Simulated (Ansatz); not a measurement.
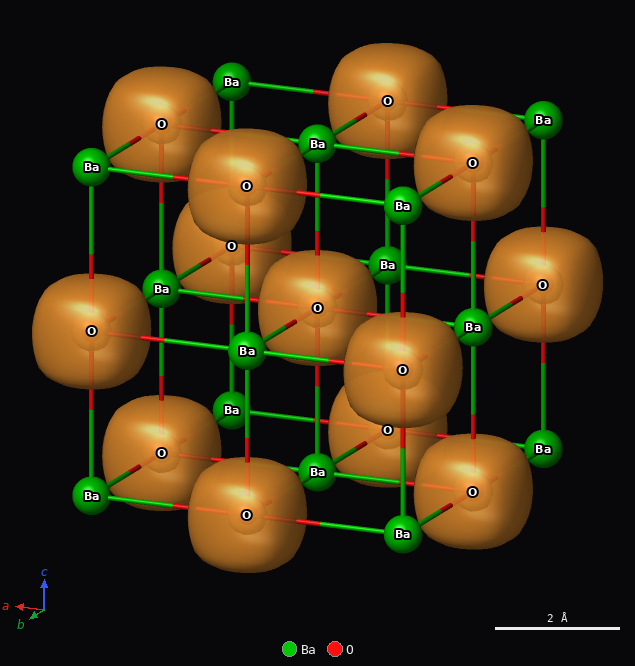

Figure 1: BaO. Isosurface of the electron localisation function at 0.65 (orange), seen at an oblique angle. Core shells and regions of very low density are left out. Sticks mark near contacts.

Space group Fm-3m; started from the rocksalt prototype, which need not be the ambient phase.

All numbers below come from DFT, r2SCAN, plane waves, PAW in Ansatz.

In a PAW calculation such maps are meaningful between the atoms, not at the nuclei.

> Identify the bonds, lone pairs and shells in this picture.

The surface consists of four regions wrapped around O (the valence shell of each), counted in one cell of 8 atoms. Any copies at cell faces, edges or corners count once.

Values along the shortest contacts:
Ba–O (2.77 Å): the ELF is about 0.15 at the midpoint; a largely ionic contact.

> Metal or insulator at this level of theory?

It is gapped, with a Kohn–Sham gap of 2.4 eV on the k-point mesh, an upper bound to the gap of this method.
